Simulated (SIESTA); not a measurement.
## ZnS: 7 runs along one coordinate

System: ZnS (F-43m, 2 atoms in the cell).
Method: Kohn-Sham DFT of a periodic cell, PBE, PseudoDojo 0.5 stringent NC, numerical atomic orbitals, no spin polarisation (SIESTA 5.4.2).

The 7 runs differ only in the geometry, by an even scaling of the cell at fixed fractional positions. The structure derives from an entry of the Crystallography Open Database.

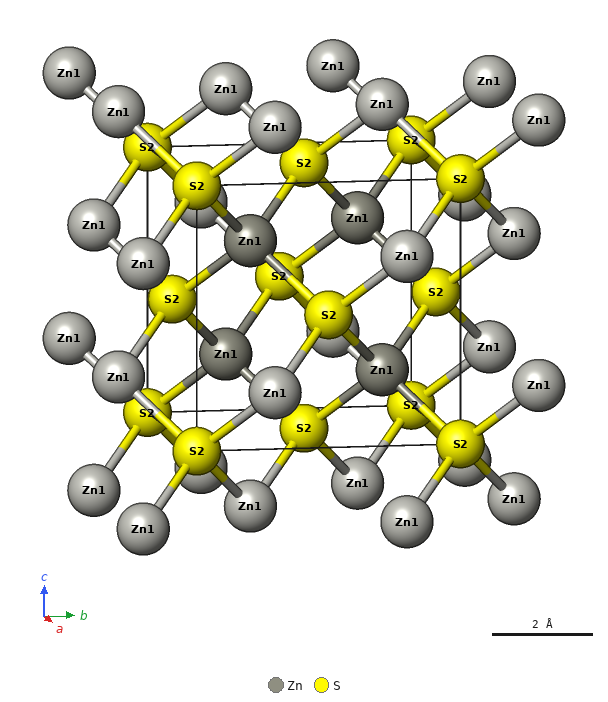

Figure 1. The structure of run 4 (ball-and-stick view of the cell 4 times as large as that of the calculation, set on its symmetry axes, seen slightly off an axis; neighbours outside the cell are drawn fainter; atoms are numbered from 1 in the order of the input).

**Input of run 4**
```
SystemName                      ZnS
SystemLabel                     ZnS
NumberOfSpecies                 2
NumberOfAtoms                   2
%block ChemicalSpeciesLabel
  1  30 Zn
  2  16 S
%endblock ChemicalSpeciesLabel

LatticeConstant                 1.0 Ang
%block LatticeVectors
     0.0000000000     2.7020000000     2.7020000000
     2.7020000000     0.0000000000     2.7020000000
     2.7020000000     2.7020000000     0.0000000000
%endblock LatticeVectors
AtomicCoordinatesFormat         Fractional
%block AtomicCoordinatesAndAtomicSpecies
     0.7500000000     0.7500000000     0.7500000000  1  Zn
     0.0000000000     0.0000000000     0.0000000000  2  S
%endblock AtomicCoordinatesAndAtomicSpecies

%block kgrid.MonkhorstPack
    9   0   0  0.0
    0   9   0  0.0
    0   0   9  0.0
%endblock kgrid.MonkhorstPack
XC.Functional                   GGA
XC.Authors                      PBE
PAO.BasisSize                   DZP
PAO.EnergyShift                 0.002 Ry
Mesh.Cutoff                     800 Ry
OccupationFunction              FD
ElectronicTemperature           0.05 eV
MaxSCFIterations                120
SCF.MustConverge                false
SCF.Mixer.Method                Pulay
SCF.Mixer.Weight                0.25
SCF.Mixer.History               8
SCF.DM.Tolerance                5.0e-05
SCF.H.Tolerance                 1.0e-03 eV
WriteForces                     true
Charge.Mulliken                 end
```

Command:
```bash
siesta < ZnS.fdf > ZnS.out 2>&1
```

Run 3 differs from it as follows:
```diff
-     0.0000000000     2.7020000000     2.7020000000
-     2.7020000000     0.0000000000     2.7020000000
-     2.7020000000     2.7020000000     0.0000000000
+     0.0000000000     2.6838652254     2.6838652254
+     2.6838652254     0.0000000000     2.6838652254
+     2.6838652254     2.6838652254     0.0000000000
```

**Results, with one run withheld**

| run | volume per atom (Å³) | free energy per atom, from the lowest run given (meV) | pressure (GPa) | gap on the mesh (eV) |
| --- | --- | --- | --- | --- |
| 1 | 18.543 | 55.16 | 9.27 | 3.13 |
| 2 | 18.938 | 34.82 | 7.12 | 3.01 |
| 3 | 19.332 | ? | ? | ? |
| 4 | 19.727 | 9.69 | 3.56 | 2.76 |
| 5 | 20.121 | 2.94 | 1.87 | 2.65 |
| 6 | 20.516 | 0.00 | 0.55 | 2.53 |
| 7 | 20.910 | 0.49 | −0.77 | 2.42 |

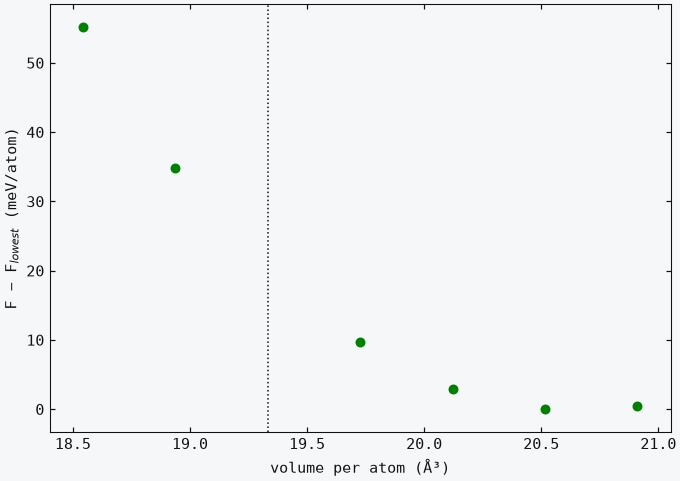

Figure 2. Free energy per atom of the runs given; the dotted line marks run 3.

Fit the runs given and predict run 3.

A cubic polynomial in V^(−2/3) (the Birch–Murnaghan form), fitted to the 6 runs given, misses them by at most 0.22 meV per atom. With x = V^(−2/3) − 0.13680 Å⁻², it reads F = 8.7064 + 4408.3 x + 5.5943e+05 x² + 2.2127e+06 x³ (meV per atom). At run 3 it gives 19.98 meV per atom, and the run itself gives 20.13. The slope of the fit gives a pressure −dF/dV of 5.14 GPa there, and the run prints 4.95 GPa. The two needn't agree exactly: the fit is approximate, and the printed stress is taken on a finite basis. The fit has its minimum at 20.672 Å³ per atom, where V d²F/dV² gives 64.7 GPa: the bulk modulus at this level, since symmetry fixes the shape and the positions. The gap on the mesh goes, without turning, from 3.13 eV in run 1 to 2.42 eV in run 7; run 3 has 2.88 eV. These are gaps of this functional on this mesh, which can miss the band edges; they aren't the measured gap.

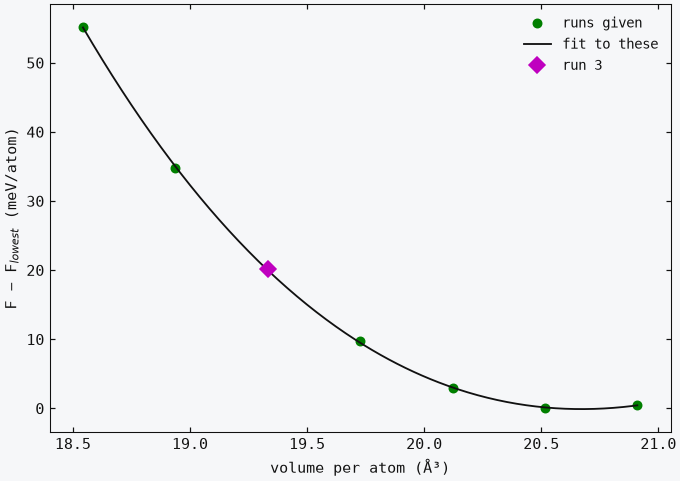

Figure 3. The fit and the withheld run.

**Some lines of the output (run 3)**
```
[...]
outcell: Cell volume (Ang**3)        :     38.6645
stepf: Fermi-Dirac step function
siesta: Etot    =     -5977.529353
siesta: FreeEng =     -5977.529353
        iscf     Eharris(eV)        E_KS(eV)     FreeEng(eV)     dDmax    Ef(eV) dHmax(eV)
siesta: E_KS(eV) =            -5987.9319
siesta: E_KS - E_eggbox =     -5987.9319
siesta: Etot    =     -5987.931947
siesta: FreeEng =     -5987.931947
siesta:         Fermi =      -2.643802
siesta: Cell volume =         38.664474 Ang**3
    Orbital volume contribution        =           1.252447 eV
```

Notes: Points of doubt noted for this run: valence orbitals made in semicore potential. With a small basis of atomic orbitals these values can differ much from converged plane-wave results.
